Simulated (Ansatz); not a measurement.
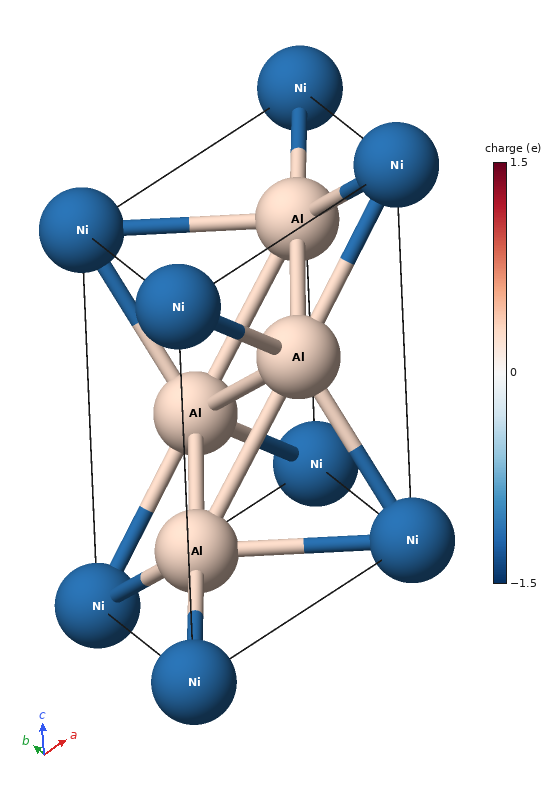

Ball-and-stick representation of a periodic structure, projected slightly off an axis. Thin lines show the cell (the run's own, in a reduced setting), with boundary atoms drawn in all their periodic places. The atoms of this Al$_{4}$Ni cell are coloured by their Bader charge.

Theory: DFT PBE, scalar-relativistic, plane waves, PAW in Ansatz. Numerical settings: wavefunction cutoff 420 eV, k-points about 0.16 Å⁻¹ apart, Gaussian smearing of 0.1 eV, no spin polarisation (a spin-restricted run, not always the ground state).

### Give the charges by element.

Most positive: Al; most negative: Ni. Charges: about Al +0.3 e; Ni -1.1 e.

Starting structure: a structure type filled with these elements by a generator (whether the compound takes this form wasn't checked). Earlier steps of the study may have refined or changed the cell and positions. It went into a calculation with Ansatz.
